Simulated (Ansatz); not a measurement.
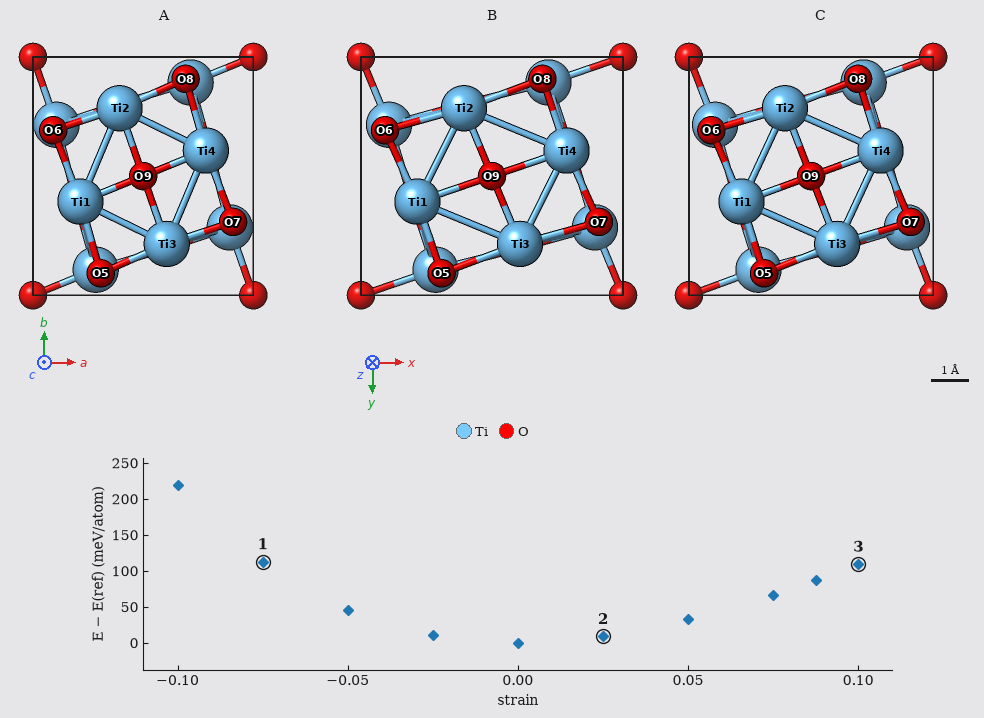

A crystal of Ti₄O₅ (I4/m): the cell is strained along x alone, with the atoms kept at their fractional coordinates. x, y and z are the Cartesian axes of the input. The frames are shuffled; the numbered points of the plot belong to them. The picture is a ball-and-stick view of the conventional cell (2 times the calculation's cell), seen along the c axis. Lengths and directions refer to the drawn axes.

Method: Ansatz, DFT PBEsol, scalar-relativistic, plane waves, PAW. (plane-wave cutoff 420 eV; k-point mesh 12 × 12 × 12; occupations gaussian; smearing width 0.15 eV; no spin polarisation). Energies (free energies at the smearing named) are counted from the relaxed crystal.

Q: Match the frames to the points.

A: Point 1 is frame A (the strain −0.075, 112.8 meV/atom); 2 is frame C (the strain 0.025, 8.8 meV/atom); 3 is frame B (the strain 0.10, 109.3 meV/atom). Of the computed points the lowest is at the strain 0.00, 0.0 meV/atom. The distortion takes the space group from I4/m to C2/m. At the strain −0.10 the cell of the drawing goes a 6.544 → 5.890 Å.
